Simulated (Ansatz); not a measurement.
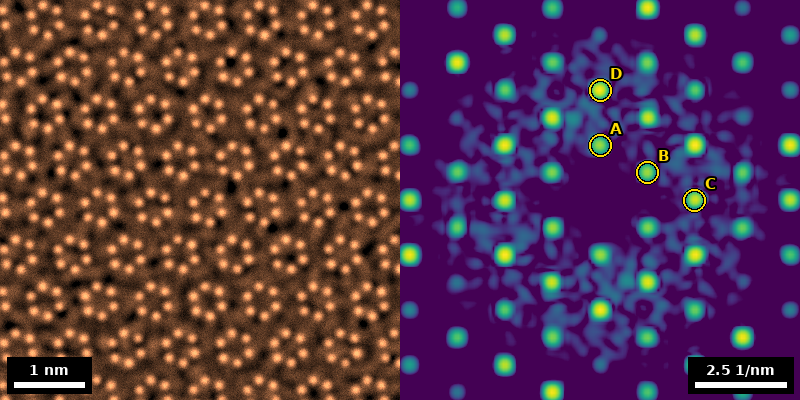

Dark-field STEM-like image of Se (R-3, No. 148) along [001]. Simulation: incoherent imaging, intensity Z^1.8 per atom, probe width 0.97 Å, thin sample. The display is stretched by a gamma of 0.65; percentages refer to the linear signal. Shot noise and the speckle of an amorphous layer were added. Structure used: a calculation's starting geometry.

The right panel is the modulus of the image's Fourier transform on a logarithmic scale.

a = 13.284 Å, b = 13.284 Å, c = 6.677 Å, α = 90.00°, β = 90.00°, γ = 120.00°

> Index the marked spots and give their plane spacings (the zone axis points at the viewer; indices equivalent by symmetry, or all signs reversed, are as good).

A: (-1 2 0), d = 6.64 Å; B: (110), d = 6.64 Å; C: (300), d = 3.83 Å; D: (-2 4 0), d = 3.32 Å. A and B enclose 60°, and every spot obeys the zone law hu + kv + lw = 0 for [001].
